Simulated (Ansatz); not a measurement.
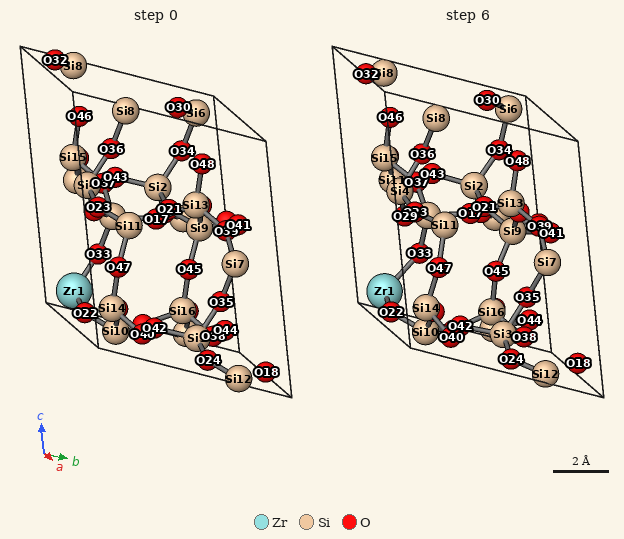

The structure of a defect cell of composition ZrSi₁₅O₃₂ before (left) and after (right) a relaxation, at one scale.

A ball-and-stick model of the cell of the calculation, seen slightly off an axis.

Case: Zr on a Si site (a), charge +0, atoms relaxed at the host's cell.

Method: Ansatz, DFT PBE, scalar-relativistic, plane waves, PAW. Set-up: plane-wave cutoff 420 eV; k-point mesh 2 × 2 × 2; occupations gaussian; smearing width 0.01 eV; mesh shifted by (0.5, 0.5, 0.5); no spin polarisation; atoms relaxed in a fixed cell; force threshold 0.025 eV/Å; at most 45 steps.

> Describe what moved and what it gained.

Over 6 geometry steps the energy falls by 9.824 eV per cell of the calculation. Largest force component: 18 eV/Å at the start, 0.025 eV/Å at the end. The largest moves, 0.52 Å, are those of O atoms. By element the largest moves are O 0.52 Å, Si 0.29 Å, Zr 0.08 Å. The cell doesn't change. Some distances before and after: O–Zr 1.625 → 1.959 Å, O–Si 1.625 → 1.635 Å. Among the angles between lasting bonds that change: Zr–O–Si 149.0° → 131.4°, Si–O–Si 149.0° → 160.0°, Si–O–Si 149.0° → 138.4°. The run took 3.5 min on 4 threads of Arm Neoverse V1 (shared host), peak memory 2.1 GiB.
